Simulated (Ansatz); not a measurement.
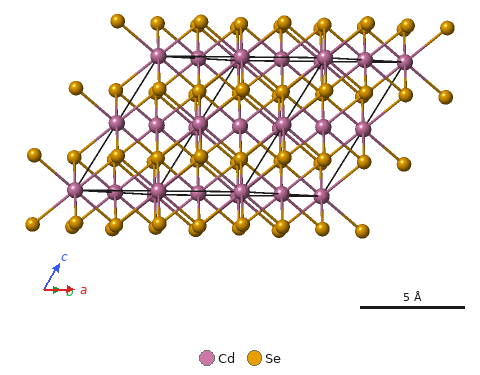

Starting frame of a dynamics run of a 16-atom cell of CdSe (built on the rocksalt type). A ball-and-stick model of the reduced simulation cell, seen from a free direction. Bonds to atoms that aren't drawn are left out. Lengths and directions refer to the drawn axes.

The calculation used DFT, PBE, plane waves, PAW (Ansatz 0.2.0).

The input:
```yaml
crystal:
  lattice:
    - [0.0, 5.6858917471, 5.6858917471]
    - [5.6858917471, 0.0, 5.6858917471]
    - [5.6858917471, 5.6858917471, 0.0]
  atoms:
    - { symbol: Cd, position: [0.0, 0.0, 0.0] }
    - { symbol: Se, position: [0.25, 0.25, 0.25] }
    - { symbol: Cd, position: [0.0, 0.0, 0.5] }
    - { symbol: Se, position: [0.25, 0.25, 0.75] }
    - { symbol: Cd, position: [0.0, 0.5, 0.0] }
    - { symbol: Se, position: [0.25, 0.75, 0.25] }
    - { symbol: Cd, position: [0.0, 0.5, 0.5] }
    - { symbol: Se, position: [0.25, 0.75, 0.75] }
    - { symbol: Cd, position: [0.5, 0.0, 0.0] }
    - { symbol: Se, position: [0.75, 0.25, 0.25] }
    - { symbol: Cd, position: [0.5, 0.0, 0.5] }
    - { symbol: Se, position: [0.75, 0.25, 0.75] }
    - { symbol: Cd, position: [0.5, 0.5, 0.0] }
    - { symbol: Se, position: [0.75, 0.75, 0.25] }
    - { symbol: Cd, position: [0.5, 0.5, 0.5] }
    - { symbol: Se, position: [0.75, 0.75, 0.75] }
kpoints:
  mp_grid: { grid: [2, 2, 2] }
hamiltonian:
  xc: pbe
scf:
  occupations: { method: fermi_dirac, width: 0.069 }
md:
  ensemble: nvt_langevin
  temperature: 800
  timestep: 2.0
  n_steps: 20
  initial_velocities: maxwell_boltzmann
  seed: 3863
```

Launched with:
```bash
ansatz run input.yaml --threads 4 --pin off --max-ram 3686MiB --backend cpu --events-out ev --progress --plain --runs-dir out
```

What does the trajectory do?

Answer. Over the second half the temperature averages 622 K (spread ±16 K). The potential energy is still drifting at the end, so the run hasn't reached equilibrium. The potential energy in the second half lies on average 15.4 meV per atom above the first frame. In the second half of the run the atoms are, in the root-mean-square, this far from where they began (common drift taken out): Se 0.13 Å, Cd 0.10 Å. The run lasts only 40 fs, too short to tell vibration from diffusion.

Along the run (each row but the first and the last is the mean over the interval that it begins):

```json
{"time (fs)": "0.0", "potential energy (meV/atom)": "0.0", "T (K)": "750"}
{"time (fs)": "6.0", "potential energy (meV/atom)": "1.6", "T (K)": "661"}
{"time (fs)": "12.0", "potential energy (meV/atom)": "4.6", "T (K)": "570"}
{"time (fs)": "18.0", "potential energy (meV/atom)": "8.5", "T (K)": "627"}
{"time (fs)": "24.0", "potential energy (meV/atom)": "12.8", "T (K)": "618"}
{"time (fs)": "30.0", "potential energy (meV/atom)": "17.0", "T (K)": "614"}
{"time (fs)": "36.0", "potential energy (meV/atom)": "20.7", "T (K)": "623"}
```

The paths of the atoms, magnified 3 times:

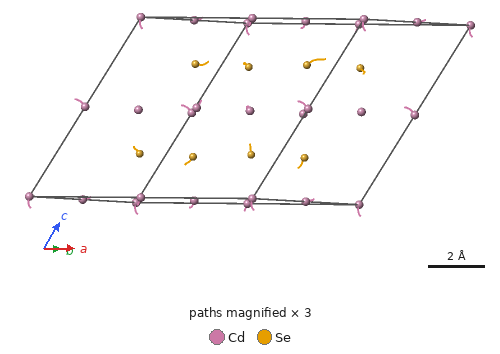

The run took 3.9 min on 4 threads of Arm Neoverse N1, on a shared host, peak memory 1.8 GiB.
